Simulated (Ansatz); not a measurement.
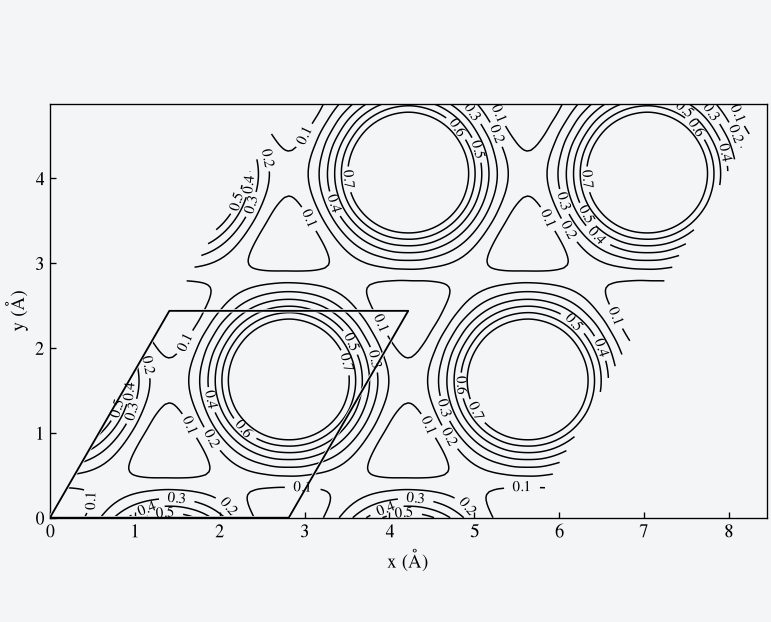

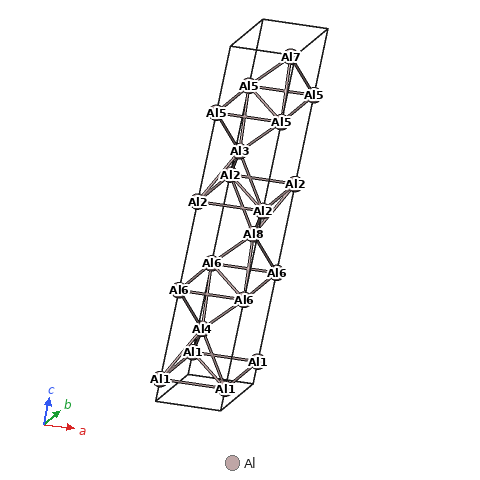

Energy landscape of Al (P6_3/mmc, No. 194; 8 atoms in the cell). Gamma surface: rigid slide across a plane, one fault a cell; the plane is (0 0 1) of the conventional cell. Places are given modulo a cell vector. The map is drawn in real space over the plane of the slide. Nothing is relaxed (rigid halves, spacing across the cut fixed). The grid has 12 × 12 points; 31 points were computed and 113 follow by symmetry. All energies are given in J/m² relative to the lowest grid point. Computed with Ansatz, DFT PBE+D3(BJ), scalar-relativistic, plane waves, PAW. Settings: cutoff 420 eV, k-mesh 16×16×2 in the order of the run's cell vectors, gaussian smearing 0.15 eV, no spin polarisation.

The picture shows contour lines labelled in J/m² (none above 0.7), the outline of one cell of the 2 × 2 shown. Between grid points the surface is interpolated. The second picture is the structure at the lowest point

Q: Where are the wells?

A: The lowest grid point is at (0/12, 0/12) of the cell vectors. A higher local minimum lies near (4/12, 4/12) of the cell vectors (0.009 J/m² above the lowest at that grid point). These are metastable stacking faults of the rigid slide. The highest grid point, (8/12, 8/12) of the cell vectors, lies 1.33 J/m² above the lowest. On the interpolated surface the easiest way out of the lowest well to the well at (4/12, 4/12) of the cell vectors passes a barrier of about 0.13 J/m².

Grid values (J/m²):

```tsv
slide along a2 ↓, slide along a1 →	0/12	1/12	2/12	3/12	4/12	5/12	6/12	7/12	8/12	9/12	10/12	11/12
11/12	0.03	0.03	0.13	0.31	0.52	0.71	0.82	0.82	0.71	0.52	0.31	0.13
10/12	0.13	0.07	0.13	0.31	0.56	0.82	1.01	1.09	1.01	0.82	0.56	0.31
9/12	0.27	0.13	0.13	0.27	0.52	0.82	1.08	1.24	1.24	1.08	0.82	0.52
8/12	0.41	0.20	0.13	0.20	0.41	0.71	1.01	1.24	1.33	1.24	1.01	0.71
7/12	0.53	0.27	0.13	0.13	0.27	0.53	0.82	1.09	1.24	1.24	1.09	0.82
6/12	0.57	0.32	0.14	0.07	0.14	0.32	0.57	0.82	1.01	1.08	1.01	0.82
5/12	0.53	0.32	0.14	0.04	0.04	0.14	0.32	0.53	0.71	0.82	0.82	0.71
4/12	0.41	0.27	0.14	0.04	0.01	0.04	0.14	0.27	0.41	0.52	0.56	0.52
3/12	0.27	0.20	0.13	0.07	0.04	0.04	0.07	0.13	0.20	0.27	0.31	0.31
2/12	0.13	0.13	0.13	0.13	0.14	0.14	0.14	0.13	0.13	0.13	0.13	0.13
1/12	0.03	0.07	0.13	0.20	0.27	0.32	0.32	0.27	0.20	0.13	0.07	0.03
0/12	0.00	0.03	0.13	0.27	0.41	0.53	0.57	0.53	0.41	0.27	0.13	0.03
```

The input of one point:

```yaml
crystal:
  lattice:
    - [-2.8144222649, 0.0, 0.0]
    - [-1.4072111325, -2.4373611784, 0.0]
    - [0.0, 0.0, 18.4820941423]
  atoms:
    - { symbol: Al, position: [1.0, 1.0, 0.5] }
    - { symbol: Al, position: [1.0, 1.0, 0.0] }
    - { symbol: Al, position: [0.3333333333, 0.3333333333, 0.125] }
    - { symbol: Al, position: [0.3333333333, 0.3333333333, 0.625] }
    - { symbol: Al, position: [0.0, 0.0, 0.25] }
    - { symbol: Al, position: [0.0, 0.0, 0.75] }
    - { symbol: Al, position: [0.6666666667, 0.6666666667, 0.375] }
    - { symbol: Al, position: [0.6666666667, 0.6666666667, 0.875] }
basis:
  ecutwfc: 420
kpoints:
  mp_grid: { grid: [16, 16, 2] }
hamiltonian:
  xc: pbe
  pseudopotentials: { kind: paw, azcp: { folder: soft_1 } }
  dispersion: d3bj
scf:
  occupations: { method: gaussian, width: 0.15 }
output:
  forces: true
  stress: true
  eigenvalues: true
```

Time for the 31 points that were run: 23 min on 2 threads of Arm Neoverse N1, with other jobs on the host.
